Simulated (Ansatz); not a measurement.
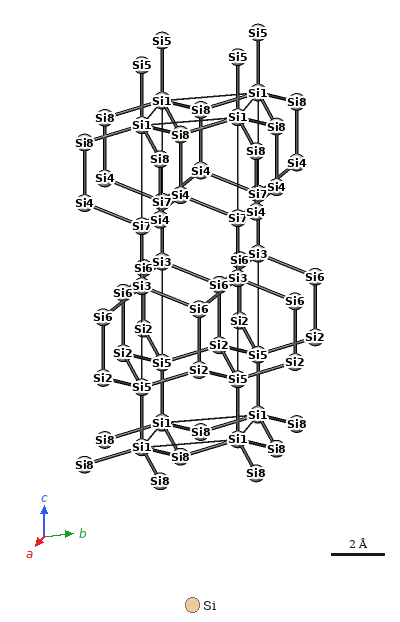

The structure as given in the input (ball-and-stick view of the cell of the calculation, seen slightly off an axis; neighbours outside the cell are drawn fainter; atoms are numbered from 1 in the order of the input). Near neighbours in the crystal (not all of them lie inside the picture): Si has 4 Si at 2.35 to 2.38 Å.

# Two runs on Si

System: Si (8 atoms in the cell).
Method of run 1: DFT, PBE, plane waves, PAW, no spin polarisation (Ansatz 0.2.0).

The structure was built on a prototype by a generator. The geometry comes from this level: r2SCAN. Text and figures count atoms from 1; the logs count them from 0 in places.

### Input, run 1
```yaml
crystal:
  lattice:
    - [3.840174845, 0.0, 0.0]
    - [-1.9200874225, 3.3256889707, 0.0]
    - [0.0, 0.0, 12.6236709012]
  atoms:
    - { symbol: Si, position: [0.0, 0.0, 0.0005516776] }
    - { symbol: Si, position: [0.3333333333, 0.6666666667, 0.2496687367] }
    - { symbol: Si, position: [0.0, 0.0, 0.5005516776] }
    - { symbol: Si, position: [0.6666666667, 0.3333333333, 0.7496687367] }
    - { symbol: Si, position: [0.0, 0.0, 0.1869483224] }
    - { symbol: Si, position: [0.3333333333, 0.6666666667, 0.4378312633] }
    - { symbol: Si, position: [0.0, 0.0, 0.6869483224] }
    - { symbol: Si, position: [0.6666666667, 0.3333333333, 0.9378312633] }
kpoints:
  mp_grid: { grid: [12, 12, 2] }
  band_path:
    path:
      - [0.0, 0.0, 0.0]
      - [0.5, 0.0, 0.0]
      - [0.3333333333, 0.3333333333, 0.0]
      - [0.0, 0.0, 0.5]
      - [0.5, 0.0, 0.5]
      - [0.3333333333, 0.3333333333, 0.5]
      - [0.0, 0.455729, 0.0]
    npoints: 1
hamiltonian:
  xc: pbe
scf:
  occupations: { method: fixed }
  n_extra_bands: 6
output:
  forces: true
  stress: true
  eigenvalues: true
```

Command:
```bash
ansatz run input.yaml --threads 2 --pin off --max-ram 3686MiB --backend cpu --events-out ev --progress --plain --runs-dir out
```

Hardware: 2 threads of Arm Neoverse V1, 24 GiB of memory available, shared host.

### Output, shortened to warnings, some set-up lines, iterations and results (run 1)
```
Basis set: ecut = 420 eV, 3151 PW (Γ), exchange–correlation on 54×54×180 points (8 copies of the dense FFT grid, shifted against one another)
Symmetry: 24 space group operations
k-points: 38 of 288
Initial density: superposition of atomic densities (neutral atoms: chi_scale 0, normalization atom), corrected by the library's trained network
[...]
SCF iter   1: F=—  HF=-5086.442690 eV  |F-HF|=—  |Δ(HF+E_count)|=         —  Δρ=1.28e-3  dr2=3.23e-3  ethr=1.77e-3  ⟨swp⟩=5.3  Hψ=4084  notcnv=0  defer=141
SCF iter   2: F=—  HF=-5086.443559 eV  |F-HF|=—  |Δ(HF+E_count)|=   8.70e-4  Δρ=6.83e-4  dr2=7.97e-4  ethr=1.01e-5  ⟨swp⟩=2.6  Hψ=1712  notcnv=0  defer=152
SCF iter   3: F=—  HF=-5086.443917 eV  |F-HF|=—  |Δ(HF+E_count)|=   3.58e-4  Δρ=1.22e-4  dr2=2.93e-5  ethr=2.49e-6  ⟨swp⟩=2.3  Hψ=1353  notcnv=0  defer=151
SCF iter   4: F=—  HF=-5086.443935 eV  |F-HF|=—  |Δ(HF+E_count)|=   1.75e-5  Δρ=2.73e-5  dr2=1.68e-6  ethr=9.16e-8  ⟨swp⟩=2.2  Hψ=1347  notcnv=0  defer=114
SCF iter   5: F=—  HF=-5086.443937 eV  |F-HF|=—  |Δ(HF+E_count)|=   2.23e-6  Δρ=9.17e-6  dr2=1.78e-7  ethr=5.25e-9  ⟨swp⟩=2.2  Hψ=1344  notcnv=0  defer=117
SCF iter   6: F=-5086.443937 eV  HF=-5086.443937 eV  |F-HF|=8.60e-10  |Δ(HF+E_count)|=   1.70e-7  Δρ=1.70e-6  dr2=8.31e-9  ethr=3.13e-10  ⟨swp⟩=12.0  Hψ=4953  notcnv=0
SCF 1 converged in 6 iterations: F = -5086.443937 eV  dr2 = 8.31e-9
NSCF: frozen V_eff on 7 k-points
SCF converged after 6 iterations
Free energy (F): -5086.443937 eV
Harris-Foulkes:  -5086.443937 eV  (|F-HF|=8.60e-10)
Internal energy: -5086.443937 eV  (E = F + TS)
E sigma→0 (E₀):  -5086.443937 eV
Fermi energy:    6.274408 eV
--- Per-component energies (eV) ---
  E_band       = 35.609266
  E_kinetic    = 322.421257
  E_local      = -221.887962  (includes V_loc(G=0)·N_el)
  E_nonlocal   = 207.666297
  E_hartree    = 60.497863
  E_xc         = -441.319510
  E_vxc        = -373.713024  (∫ρ·V_xc dr)
  E_paw        = -4102.338187  (= ΣΔE_a)
  E_vpaw       = -19.872757  (= ΣTr[D̂ρ^β])
  E_aug_tail   = 0.000049  (compensation charges beyond the density's cutoff)
  E_ewald      = -911.483744
  E_smearing   = -0.000000  (= −TS)
  E_closure    = -0.000000  (closes the sum)
  Σ components = -5086.443937   (vs F -5086.443937, Δ=0.00e0)
--- Forces (eV/Å), atoms counted from 1 ---
  atom   1  Si     0.00000000     0.00000000    -0.00634478
  atom   2  Si     0.00000000     0.00000000     0.00537819
  atom   3  Si    -0.00000000    -0.00000000    -0.00634478
  atom   4  Si     0.00000000    -0.00000000     0.00537819
  atom   5  Si     0.00000000    -0.00000000     0.00634478
  atom   6  Si     0.00000000     0.00000000    -0.00537819
  atom   7  Si     0.00000000     0.00000000     0.00634478
  atom   8  Si     0.00000000    -0.00000000    -0.00537819
  max |Σ_I F_I| component: 3.70e-17 eV/Å
--- Stress (GPa, compression-positive) ---
        1.309550       0.000000       0.000000
        0.000000       1.309550      -0.000000
        0.000000      -0.000000       1.209468
  P = ⅓ Tr σ = 1.2762 GPa (12.762 kbar)
```

Run 2 used a changed input.

### The two runs side by side

| quantity | run 1 | run 2 |
| --- | --- | --- |
| outcome | converged | converged |
| free energy per atom (eV) | −635.8055 | −639.0623 |
| gap on the mesh (eV) | 0.58 | 0.77 |
| pressure (GPa) | 1.28 | 0.00 |
| largest force (eV/Å) | 0.006 | 0.002 |
| SCF iterations | 6 | 6 |
| irreducible k-points | 38 | 38 |
| plane waves at Γ | 3151 | 4049 |
| wall time (shared host) | 5.7 s | 12 s |

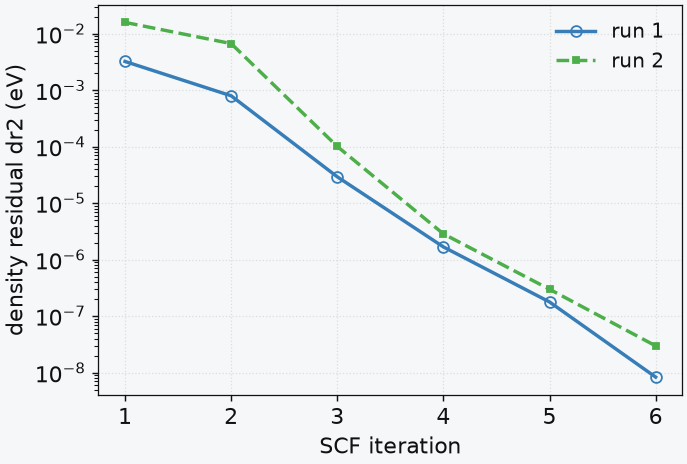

Convergence of the two runs: density residual dr2 against the SCF iteration. Run 1 takes 6 iterations in all, and run 2 takes 6.

Which change of the input explains these differences?

The change (lines with − go, lines with + come):
```diff
-  xc: pbe
+  xc: r2scan
```

The total energies belong to different methods, so their difference says nothing on which is more stable or more accurate. The gap on the mesh goes from 0.58 to 0.77 eV. The pressure goes from 1.28 to 0.00 GPa. The functional changes from PBE to r2SCAN. The number of SCF iterations is the same. The default cutoff goes from 420 to 500 eV with the change. The plane waves at Γ go from 3151 to 4049. On the same kind of shared host run 2 took about 2.1 times as long.

### Output, shortened to warnings, some set-up lines, iterations and results (run 2)
```
Basis set: ecut = 500 eV, 4049 PW (Γ), exchange–correlation on 120×120×384 points (64 copies of the dense FFT grid, shifted against one another)
Symmetry: 24 space group operations
k-points: 38 of 288
Initial density: superposition of atomic densities (neutral atoms: chi_scale 0, normalization atom), corrected by the library's trained network
[...]
SCF iter   1: F=—  HF=-5112.437846 eV  |F-HF|=—  |Δ(HF+E_count)|=         —  Δρ=3.38e-3  dr2=1.59e-2  dr2_τ=4.86e-2  ethr=1.77e-3  ⟨swp⟩=5.3  Hψ=4098  notcnv=0  defer=141
SCF iter   2: F=—  HF=-5112.499399 eV  |F-HF|=—  |Δ(HF+E_count)|=   6.16e-2  Δρ=2.27e-3  dr2=6.70e-3  dr2_τ=2.44e-5  ethr=4.98e-5  ⟨swp⟩=2.2  Hψ=1828  notcnv=0  defer=150
SCF iter   3: F=—  HF=-5112.498066 eV  |F-HF|=—  |Δ(HF+E_count)|=   1.33e-3  Δρ=2.89e-4  dr2=1.01e-4  dr2_τ=6.66e-6  ethr=2.09e-5  ⟨swp⟩=2.9  Hψ=1433  notcnv=0  defer=151
SCF iter   4: F=—  HF=-5112.498156 eV  |F-HF|=—  |Δ(HF+E_count)|=   8.93e-5  Δρ=5.37e-5  dr2=2.86e-6  dr2_τ=6.47e-8  ethr=3.15e-7  ⟨swp⟩=2.0  Hψ=1378  notcnv=0  defer=148
SCF iter   5: F=—  HF=-5112.498103 eV  |F-HF|=—  |Δ(HF+E_count)|=   5.26e-5  Δρ=9.46e-6  dr2=2.99e-7  dr2_τ=2.30e-9  ethr=8.94e-9  ⟨swp⟩=2.0  Hψ=1381  notcnv=0  defer=110
SCF iter   6: F=-5112.498103 eV  HF=-5112.498103 eV  |F-HF|=1.21e-8  |Δ(HF+E_count)|=   1.07e-7  Δρ=4.39e-6  dr2=2.97e-8  dr2_τ=5.22e-10  ethr=3.13e-10  ⟨swp⟩=12.7  Hψ=4921  …
SCF 1 converged in 6 iterations: F = -5112.498103 eV  dr2 = 2.97e-8
NSCF: frozen V_eff on 7 k-points
SCF converged after 6 iterations
Free energy (F): -5112.498103 eV
Harris-Foulkes:  -5112.498103 eV  (|F-HF|=1.21e-8)
Internal energy: -5112.498103 eV  (E = F + TS)
E sigma→0 (E₀):  -5112.498103 eV
Fermi energy:    6.206786 eV
--- Per-component energies (eV) ---
  E_band       = 25.815744
  E_kinetic    = 323.258322
  E_local      = -215.962584  (includes V_loc(G=0)·N_el)
  E_nonlocal   = 199.956571
  E_hartree    = 60.449844
  E_xc         = -412.050357
  E_vxc        = -397.963783  (∫ρ·V_xc dr)
  E_paw        = -4156.054725  (= ΣΔE_a)
  E_vpaw       = -19.945823  (= ΣTr[D̂ρ^β])
  E_aug_tail   = 0.000034  (compensation charges beyond the density's cutoff)
  E_vtau       = 15.573457  (kinetic-family band-sum trace: ∫τ·v_τ [+ j·A + Jᵃ·Aᵃ] dr)
  E_ewald      = -911.483744
  E_core_change = -0.611464  (= ΣΔE_core)
  E_smearing   = -0.000000  (= −TS)
  E_closure    = -0.000000  (closes the sum)
  Σ components = -5112.498103   (vs F -5112.498103, Δ=0.00e0)
--- Forces (eV/Å), atoms counted from 1 ---
  atom   1  Si     0.00000000     0.00000000     0.00078073
  atom   2  Si     0.00000000     0.00000000     0.00162631
  atom   3  Si     0.00000000    -0.00000000     0.00078073
  atom   4  Si     0.00000000    -0.00000000     0.00162631
  atom   5  Si     0.00000000    -0.00000000    -0.00078073
  atom   6  Si    -0.00000000     0.00000000    -0.00162631
  atom   7  Si     0.00000000     0.00000000    -0.00078073
  atom   8  Si     0.00000000    -0.00000000    -0.00162631
  max |Σ_I F_I| component: 3.70e-17 eV/Å
--- Stress (GPa, compression-positive) ---
        0.003628       0.000000       0.000000
        0.000000       0.003628      -0.000000
        0.000000      -0.000000      -0.005697
  P = ⅓ Tr σ = 0.0005 GPa (0.005 kbar)
```
